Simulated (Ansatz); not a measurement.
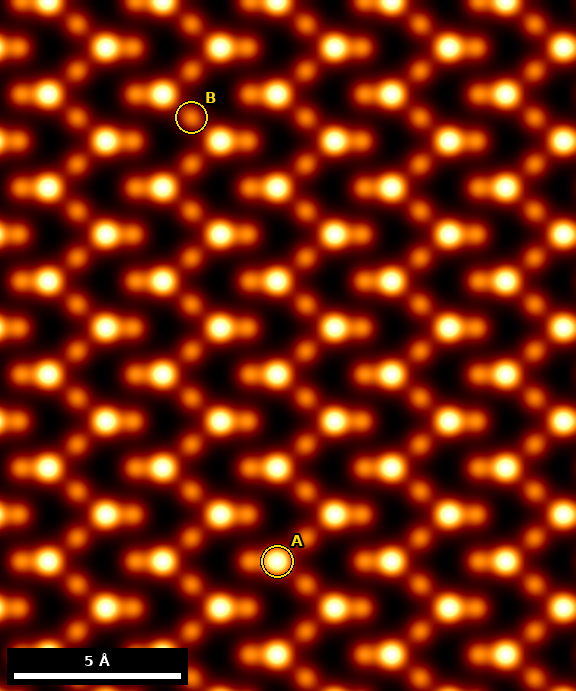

Integrated-DPC-like image of Ir (Pm-3n, No. 223) along [211]. Simulated as the projected potential of neutral atoms (B = 0.5 Å²) blurred by a 0.50 Å probe, the thin-sample limit of integrated differential phase contrast. Structure used: the geometry relaxed with DFT, LDA (PW92), plane waves (420 eV) with PAW, scalar-relativistic in Ansatz 0.2.0; the starting structure was generated, so it need not be a known form of this composition.

```
Ir
1.0
     4.86577    0.00000    0.00000
     0.00000    4.86577    0.00000
     0.00000    0.00000    4.86577
Ir
8
Direct
  0.00000 0.00000 0.00000
  0.50000 0.50000 0.50000
  0.25000 0.00000 0.50000
  0.75000 0.00000 0.50000
  0.50000 0.25000 0.00000
  0.50000 0.75000 0.00000
  0.00000 0.50000 0.25000
  0.00000 0.50000 0.75000
```

Question: What lies under each ring?

Answer: A: Ir (2 Ir per 11.92 Å along the beam; the brightest kind). B: Ir (1 Ir per 11.92 Å along the beam; about 50 % of the brightest peak). Brightness is counted from the darkest point of the image.
